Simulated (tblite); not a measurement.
# Single-point calculation of AlGaN2

- system: AlGaN2 (4 atoms in the cell)
- method: GFN1-xTB tight binding on a periodic cluster of cells at the zone centre (tblite 0.8.0)

The structure was built on a prototype by a generator; it need not be a known phase. The run did not end well. The geometry comes from this level: r2SCAN (a point of a series of volumes). It belongs to a series of runs on one base structure; here: volume -6%.

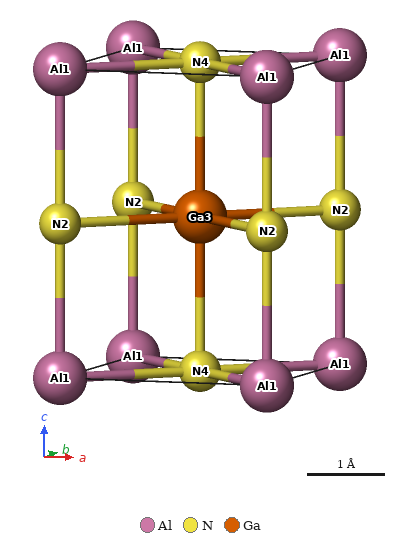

Fig. 1: The structure as given in the input (ball-and-stick view of the cell of the calculation, seen slightly off an axis; atoms are numbered from 1 in the order of the input). Near neighbours in the crystal (not all of them lie inside the picture): Al has 6 N at 2.02 to 2.03 Å; N has 2 Al at 2.03 Å and 4 Ga at 2.02 Å; Ga has 6 N at 2.02 to 2.03 Å; N has 4 Al at 2.02 Å and 2 Ga at 2.03 Å.

Outcome:

```tsv
quantity	value
outcome	ended with an error
space group (tolerance 0.01 Å)	P4/mmm (123)
hardware	1 thread of Arm Neoverse V1, 24 GiB of memory available, shared host
wall time	2.6 s
peak memory	0.12 GiB
```

The run ended with an error.

Input:
```python
import json
from ase import Atoms
from ase.build import make_supercell
from ase.units import Bohr, GPa, Hartree
from tblite.interface import Calculator

atoms = Atoms(['Al', 'N', 'Ga', 'N'],
              cell=[[2.86290406, 0.0, 0.0], [0.0, 2.86290406, 0.0], [0.0, 0.0, 4.05277251]],
              scaled_positions=[[0.0, 0.0, 0.0], [0.0, 0.0, 0.5], [0.5, 0.5, 0.5], [0.5, 0.5, 0.0]],
              pbc=True)
cluster = make_supercell(atoms, [[3, 0, 0], [0, 3, 0], [0, 0, 2]])
calc = Calculator('GFN1-xTB', cluster.numbers, cluster.positions / Bohr, lattice=cluster.cell[:] / Bohr, periodic=cluster.pbc)
calc.set('temperature', 0.02 / Hartree)
calc.set('max-iter', 150)
res = calc.singlepoint()
levels = res.get('orbital-energies') * Hartree
nv = round(res.get('orbital-occupations').sum() / 2)
cells = len(cluster) // len(atoms)
out = {'energy_per_cell': res.get('energy') * Hartree / cells, 'homo': levels[nv - 1], 'lumo': levels[nv],
       'stress': (-res.get('virial') * Hartree / cluster.get_volume() / GPa).tolist(), 'charges': res.get('charges')[:len(atoms)].tolist(), 'electrons': 2 * nv / cells}
json.dump(out, open('results.json', 'w'))
for key, value in out.items():
    print(key, value)
```

Launch command:
```bash
python run.py
```

Output:
```
------------------------------------------------------------
  cycle        total energy    energy error   density error
------------------------------------------------------------
      1    -0.1015420819756   0.0000000E+00   2.2345067E+01
------------------------------------------------------------

tblite.exceptions.TBLiteRuntimeError: (sygvd) failed to solve eigenvalue problem. info=460
```
